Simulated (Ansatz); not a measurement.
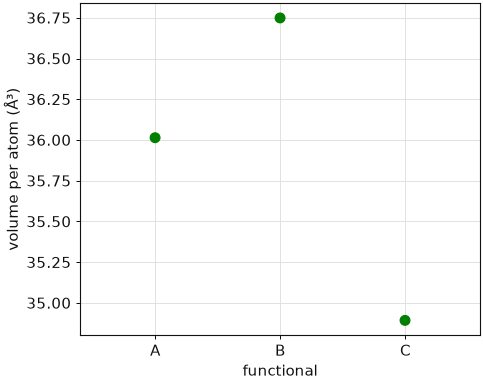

The picture above shows the volume per atom by functional for PbSe. The labels are replaced by letters. In alphabetical order the cases are: PBE; PBEsol; r2SCAN.

How it was computed, with Ansatz 0.2.0: relaxed lattice of one prototype by several density functionals, zero stress, symmetry kept, spin-unpolarised plane waves. All runs: no spin-orbit coupling.

prototype h-MgO (five-fold); atoms in cell 4; periodic directions 3.

### Which letter stands for which functional?

A: r2SCAN (36.0 Å³); B: PBE (36.7 Å³); C: PBEsol (34.9 Å³).
